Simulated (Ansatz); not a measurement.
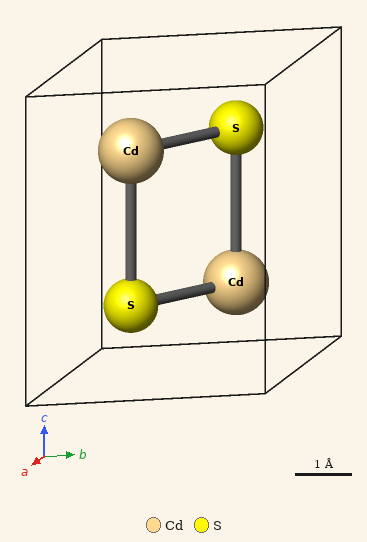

Figure 1. The structure (ball-and-stick view of the cell of the calculation, seen slightly off an axis). Near neighbours in the crystal (not all of them lie inside the picture): Cd has 5 S at 2.55 to 2.87 Å; S has 5 Cd at 2.55 to 2.87 Å.

## Single-point calculation of CdS

CdS (P6₃/mmc, 4 atoms in the cell), computed with DFT, PBE, plane waves, PAW, no spin polarisation (Ansatz 0.2.0).

The structure was built on a prototype by a generator. Some settings of this run were made unusual or wrong on purpose. The geometry comes from this level: r2SCAN.

## Output
```
scf.n_extra_bands = 5 over 25 filled bands (N_el = 50.0): the run solves 30 bands
Engine: ansatz 0.2.0, x86_64-unknown-linux-gnu
Pseudopotentials: kind: paw
Pseudopotential: Cd, paw, valence charge 20, recommended cutoff 420 eV (normal), Cd.paw.azcp
Pseudopotential: S, paw, valence charge 6, recommended cutoff 420 eV (normal), S.paw.azcp
Functional definition: PBE
  parameter kappa = 0.804
  parameter beta = 0.06672455060314922
  exchange = pbe_x(kappa = kappa, mu = beta*pi^2/3)
  correlation = pbe_c(beta = beta)
Crystal: 4 atoms, lattice volume = 96.748 Å³
Basis set: ecut = 420 eV, 1885 PW (Γ), exchange–correlation on 60×60×80 points (8 copies of the dense FFT grid, shifted against one another)
Bands: 30, of which v1, the nominal top of the filled ones, is band 25 counted from 1 (24 counted from 0)
Symmetry: 24 space group operations
Space group: P63/mmc (ITA 194), of the structure as read, at distance tolerance 4.6e-5 Å
k-points: 21 of 144
Non-local potential: Cd, projectors of the file, l = 0: 3, l = 1: 2, l = 2: 2, l = 3: 1
Non-local potential: S, projectors of the file, l = 0: 2, l = 1: 2, l = 2: 2
PAW form: soft (Blöchl's): semilocal exchange-correlation on the pseudo side does not see the compensation charge
PAW one-centre angular grid: Cd, 590 points (default); XC on 64 Gauss nodes
PAW one-centre angular grid: S, 110 points (default); XC on 64 Gauss nodes
Initial density: superposition of atomic densities (neutral atoms scaled as one to the charged cell's electrons: chi_scale 0, normalization atom), corrected by the library's trained network
Initial wavefunctions: pseudopotential atomic-orbital guess
Functional: x = pbe(κ = 0.804, μ = 0.2195149727645171), c = pbe(β = 0.06672455060314922)
SCF iter   1: F=—  HF=-18340.378973 eV  |F-HF|=—  |Δ(HF+E_count)|=         —  Δρ=1.74e-1  dr2=3.09e1  ethr=1.77e-3  ⟨swp⟩=5.0  Hψ=2400  notcnv=0  defer=61
preconditioner: auto → Resta (q_TF=auto, 2.444 Å⁻¹)  ε∞=3.4  [insulator: Δε(μ)=0.000 eV  Ē_g=14.299 eV  n_scr=22 (ndim 8)  ℏωp=22.0 eV  f_vac=0.132  ε∞_Penn≈3.4]
SCF iter   2: F=—  HF=-18328.646555 eV  |F-HF|=—  |Δ(HF+E_count)|=    1.17e1  Δρ=3.04e-2  dr2=1.58e0  ethr=1.77e-3  ⟨swp⟩=4.0  Hψ=1821  notcnv=0  defer=46
SCF iter   3: F=—  HF=-18328.178722 eV  |F-HF|=—  |Δ(HF+E_count)|=   4.68e-1  Δρ=1.48e-2  dr2=1.75e-1  ethr=1.77e-3  ⟨swp⟩=3.0  Hψ=1018  notcnv=0  defer=54
SCF iter   4: F=—  HF=-18328.170082 eV  |F-HF|=—  |Δ(HF+E_count)|=   8.64e-3  Δρ=2.05e-3  dr2=9.58e-3  ethr=3.51e-4  ⟨swp⟩=2.0  Hψ=1332  notcnv=0  defer=54
SCF iter   5: F=—  HF=-18328.171719 eV  |F-HF|=—  |Δ(HF+E_count)|=   1.64e-3  Δρ=7.01e-4  dr2=7.66e-4  ethr=1.92e-5  ⟨swp⟩=2.2  Hψ=975  notcnv=0  defer=54
SCF iter   6: F=—  HF=-18328.172787 eV  |F-HF|=—  |Δ(HF+E_count)|=   1.07e-3  Δρ=2.18e-4  dr2=4.82e-5  ethr=1.53e-6  ⟨swp⟩=2.1  Hψ=983  notcnv=0  defer=56
SCF iter   7: F=—  HF=-18328.172951 eV  |F-HF|=—  |Δ(HF+E_count)|=   1.65e-4  Δρ=4.59e-5  dr2=1.87e-6  ethr=9.64e-8  ⟨swp⟩=2.0  Hψ=996  notcnv=0  defer=49
SCF iter   8: F=-18328.172956 eV  HF=-18328.172956 eV  |F-HF|=1.94e-7  |Δ(HF+E_count)|=   4.20e-6  Δρ=9.68e-6  dr2=8.43e-8  ethr=2.00e-10  ⟨swp⟩=9.3  Hψ=3636  notcnv=0
WARN: a fill by count may have filled part of one level: at k-index 0 the highest filled band, 6.432517 eV, and the lowest empty band, 6.432517 eV, stand 8.882e-16 eV apart, within the solve's uncertainty, 3.162e-4 eV. If they are one level, whatever splits it, however little, can move the result. A smearing (`scf.occupations.method` with a `width`) well over the split that the run's distortions make, where the deck can take one, can fill the level evenly. On an open shell (a free atom, a radical) an even fill, a smearing's or one that the run's symmetry operations hold, can lie tenths of an eV above a state that splits the level, and an energy difference taken against it is then off by as much. To look for that state on an open shell, re-run with `crystal.symmetry.detect: false`, without `crystal.symmetry.time_reversal: true` (on a non-collinear deck from a starting moment too), where the deck allows it, and compare the energies; that run can end on one of several states, or fail to converge. If the gap is true, a tighter SCF threshold (`scf.convergence.dr2_threshold`, or `saddle.dr2_threshold`, `phonons.dr2_threshold` by `fd` or `hamiltonian.hubbard.lr.dr2_threshold` where that key governs the SCF) lowers that uncertainty; where it stays it is the eigensolver's: a larger `scf.n_extra_bands` or, on support functions, `scf.eigensolver.kind: davidson` lowers it. See `scf.occupations.method`, Limitations, in the input reference
SCF 1 converged in 8 iterations: F = -18328.172956 eV  dr2 = 8.43e-8
  greatest PAW one-centre occupation: 1.000 electrons in one spin orbital (limit 2), on the Cd atom at site 1 (counted from 0), in its partial waves of l = 0
```

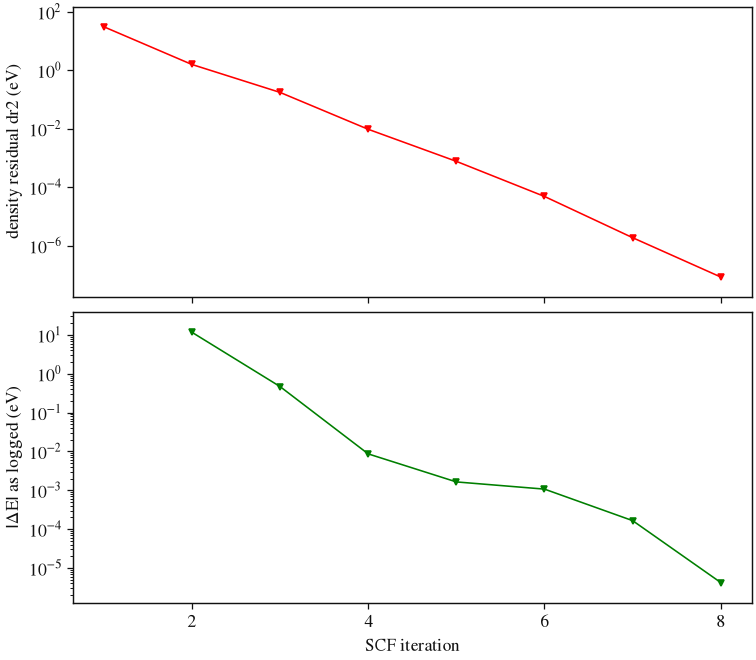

Figure 2. Convergence of the self-consistent field: density residual dr2 and size of the energy change against the SCF iteration. The residual falls at every step.

```
SCF converged after 8 iterations
Free energy (F): -18328.172956 eV
Harris-Foulkes:  -18328.172956 eV  (|F-HF|=1.94e-7)
Internal energy: -18328.172956 eV  (E = F + TS)
E sigma→0 (E₀):  -18328.172956 eV
Fermi energy:    6.567018 eV
--- Per-component energies (eV) ---
  E_band       = -1017.937453
  E_kinetic    = 1193.017069
  E_local      = -7936.770438  (includes V_loc(G=0)·N_el)
  E_nonlocal   = 121.469799
  E_hartree    = 3640.572299
  E_xc         = -526.242156
  E_vxc        = -589.954180  (∫ρ·V_xc dr)
  E_paw        = -9364.336516  (= ΣΔE_a)
  E_vpaw       = -1086.861982  (= ΣTr[D̂ρ^β])
  E_aug_tail   = 0.000030  (compensation charges beyond the density's cutoff)
  E_ewald      = -5455.883043
  E_smearing   = -0.000000  (= −TS)
  E_closure    = 0.000000  (closes the sum)
  E_deformation_potential = 26.220590  (in the stress; not in F)
  Σ components = -18328.172956   (vs F -18328.172956, Δ=0.00e0)
--- Forces (eV/Å), atoms counted from 1 ---
  atom   1  Cd    -0.00000000    -0.00000000     0.00000000
  atom   2  Cd     0.00000000     0.00000000     0.00000000
  atom   3  S      0.00000000     0.00000000     0.00000000
  atom   4  S      0.00000000    -0.00000000     0.00000000
  max |Σ_I F_I| component: 9.25e-18 eV/Å
--- Stress (GPa, compression-positive) ---
        2.883105       0.000000       0.000000
        0.000000       2.883105       0.000000
        0.000000       0.000000      -2.997343
  P = ⅓ Tr σ = 0.9230 GPa (9.230 kbar)
--- Band table (eV; the first three rows and the last of 21) ---
  k-point 0: bands = ["-94.1831", "-94.1831", "-55.2803", "-55.2789", "-55.2516", "-55.2516", "-55.2511", "-55.2511", "-5.8077", "-5.1947", "-0.4930", "-0.4930", "-0.4679", "-0.4679", "-0.1323", "-0.0996", "-0.0996", "0.1023", "0.1023", "0.5850", "3.2599", "5.6216", "5.6216", "6.1192", "6.4325", "6.4325", "8.4951", "8.5558", "13.3471", "13.3471"]
  k-point 1: bands = ["-94.1831", "-94.1831", "-55.2801", "-55.2791", "-55.2515", "-55.2515", "-55.2512", "-55.2512", "-5.6982", "-5.2576", "-0.5054", "-0.5054", "-0.4926", "-0.4926", "-0.1875", "-0.0508", "-0.0508", "0.0867", "0.0867", "0.2049", "3.8250", "5.5360", "5.7545", "5.7545", "6.3330", "6.3330", "9.0331", "9.5220", "13.2337", "13.2337"]
  k-point 2: bands = ["-94.1831", "-94.1831", "-55.2796", "-55.2796", "-55.2513", "-55.2513", "-55.2513", "-55.2513", "-5.4547", "-5.4547", "-0.5156", "-0.5156", "-0.5156", "-0.5156", "-0.1684", "-0.1684", "0.0327", "0.0327", "0.0327", "0.0327", "4.7004", "4.7004", "6.0601", "6.0601", "6.0601", "6.0601", "10.1921", "10.1921", "13.3840", "13.3840"]
  k-point 20: bands = ["-94.1831", "-94.1831", "-55.2796", "-55.2796", "-55.2515", "-55.2515", "-55.2514", "-55.2514", "-5.2129", "-5.2129", "-0.4050", "-0.4050", "-0.2131", "-0.2131", "-0.1185", "-0.1185", "-0.0320", "-0.0320", "0.3102", "0.3102", "2.7929", "2.7929", "4.3693", "4.3693", "6.5670", "6.5670", "12.2957", "12.2957", "12.6951", "12.6951"]
```

The run was set up as follows.

## The input
```yaml
crystal:
  lattice:
    - [4.408529629, 0.0, 0.0]
    - [-2.2042648145, 3.8178986521, 0.0]
    - [0.0, 0.0, 5.7481182101]
  atoms:
    - { symbol: Cd, position: [0.3333333333, 0.6666666667, 0.25] }
    - { symbol: Cd, position: [0.6666666667, 0.3333333333, 0.75] }
    - { symbol: S, position: [0.6666666667, 0.3333333333, 0.25] }
    - { symbol: S, position: [0.3333333333, 0.6666666667, 0.75] }
kpoints:
  mp_grid: { grid: [6, 6, 4] }
hamiltonian:
  xc: pbe
scf:
  occupations: { method: fixed }
  n_extra_bands: 5
  max_iter: 63
output:
  forces: true
  stress: true
  eigenvalues: true
total_charge: 2
```

Run as:
```bash
ansatz run input.yaml --threads 4 --pin off --max-ram 3686MiB --backend cpu --events-out ev --progress --plain --runs-dir out
```

## What the run reported

```csv
quantity,value
outcome,converged
space group (tolerance 0.01 Å),P6₃/mmc (194)
electrons treated,50
free energy,−18328.1730 eV
Fermi energy,6.567 eV
band gap,none (metallic)
pressure,0.92 GPa
largest force (length of the vector),under 0.001 eV/Å
hardware,"4 threads of an x86-64 CPU, shared host"
wall time,0.87 s (CPU time 2.7 s)
peak memory,0.46 GiB
```

Some settings of this run were drawn to be unusual or wrong. It converged; results that depend on the unusual settings are not reference values. Notes on the run: filled and empty bands overlap.
